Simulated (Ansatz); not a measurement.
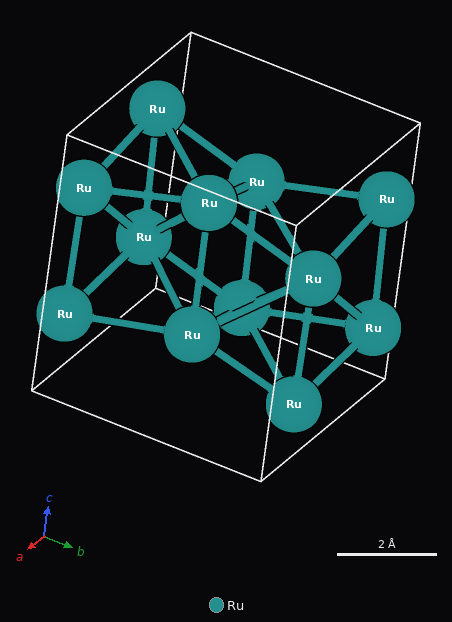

Fig. 1: The structure (ball-and-stick view of the cell of the calculation, seen at an oblique angle). An atom can appear more than once, as a periodic image.

# Single-point calculation of Ru

System: Ru (8 atoms in the cell).
Method: DFT PBE, scalar-relativistic, plane waves, PAW (Ansatz 0.2.0).

The structure derives from an entry of the Crystallography Open Database. It belongs to a series of runs on one base structure; here: all atoms moved at random (sigma 0.03 A a component).

**Input**
```yaml
crystal:
  lattice:
    - [-1.3528996671, -2.343290961, 4.2819]
    - [-1.3528996671, -2.343290961, -4.2819]
    - [5.4115986684, 0.0, 0.0]
  atoms:
    - { symbol: Ru, position: [0.293171965, 0.0372250285, 0.8328255438] }
    - { symbol: Ru, position: [0.2998433125, 0.0581124364, 0.3404371824] }
    - { symbol: Ru, position: [0.7994973201, 0.5349620626, 0.8437514185] }
    - { symbol: Ru, position: [0.7871666306, 0.5345202503, 0.3241420423] }
    - { symbol: Ru, position: [0.7013012249, 0.9562715135, 0.1665898424] }
    - { symbol: Ru, position: [0.7051569243, 0.9665005048, 0.6634580253] }
    - { symbol: Ru, position: [0.205780353, 0.4613650028, 0.1686512371] }
    - { symbol: Ru, position: [0.2080822694, 0.4510432011, 0.6601447082] }
basis:
  ecutwfc: 420
kpoints:
  mp_grid: { grid: [12, 12, 12] }
hamiltonian:
  xc: pbe
scf:
  occupations: { method: gaussian, width: 0.15 }
output:
  forces: true
  stress: true
  eigenvalues: true
```

Launched with:
```bash
ansatz run input.yaml --threads 1 --pin off --max-ram 2560MiB --backend cpu --events-out ev --progress --plain --runs-dir out
```

**Output**
```
Error: checkpoint.write: ck already holds an earlier run's record — point checkpoint.write elsewhere, resume that run or, if it is complete, take its recorded result, or move the directory away; unasked, a fresh run replaces only a completed run, and never one that it reads
`ansatz run` on that run's directory resumes the run, reports it if it is complete, or says why it cannot. `--resume` on an input does so where the record shows the same inputs, and else moves that run aside where it may
```

**What the run reported**

```csv
quantity,value
outcome,refused by the program
space group (tolerance 0.01 Å),P1 (1)
hardware,"1 thread of Arm Neoverse V1, 24 GiB of memory available, shared host"
```

The program refused the input: “checkpoint.write: ck already holds an earlier run's record — point checkpoint.write elsewhere, resume that run or, if it is complete, take its recorded result, or move the directory away; unasked, a fresh run replaces only a completed run, and never one that it reads `ansatz run` on that run's directory resumes the run, reports it if it is complete, or says why it cannot …”
